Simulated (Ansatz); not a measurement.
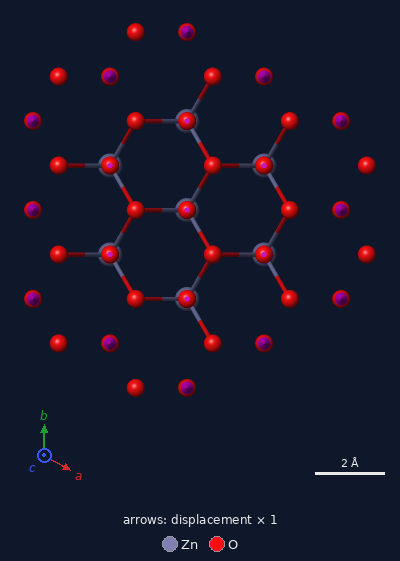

This is a relaxation of solid ZnO5 (a generated structure, set up in P-6m2) (coarse preliminary run). The starting structure is drawn; purple arrows show the displacements (the part carried along by the change of the cell is left out), at their true length.

The picture is a ball-and-stick view of the atoms within 5.8 Å of the atom that moves most (axes of the cell of the calculation), seen along the c axis.

These are results of DFT PBE, scalar-relativistic, plane waves, PAW (Ansatz 0.2.0), not measurements. Settings: plane-wave cutoff 420 eV; k-point mesh 6 × 6 × 2; occupations gaussian; smearing width 0.1 eV; collinear spin; cell and atoms relaxed; force threshold 0.04 eV/Å; at most 70 steps.

### Describe the change and its energy.

After 27 accepted moves (31 points after the start) the energy has fallen by 5.976 eV per cell of the calculation. The largest force component goes from 0.96 to 0.034 eV/Å. Pressure: −3.94 GPa at the start and 0.20 GPa at the end. The line search rejected the trial step at point 18 of the run. The SCF was repeated 3 times at an unchanged geometry on a basis and grid sized afresh for the cell, which shifted the energy by 0.283 eV per cell of the calculation at most. The largest moves relative to the cell, 1.05 Å, are those of O atoms. Zn stays in place. Cell: a = b 2.601 → 3.271 Å (+25.8 %), c 12.589 → 10.388 Å (−17.5 %). Volume +30.5 %. Among the contacts that change: O–O 4.123 → 1.295 Å, O–Zn 2.712 → 2.150 Å. New bonds form, among them: O–O (4.12 → 1.29 Å). The space group stays P-6m2 (No. 187). The run may lie on a higher electronic state than the lowest, so the end point isn't shown to be the ground-state structure. The run took 11 min on 1 thread of Arm Neoverse N1, with other jobs on the host, peak memory 0.37 GiB.

Limits of the set-up: the k-point mesh is coarse for a cell with partly filled bands.
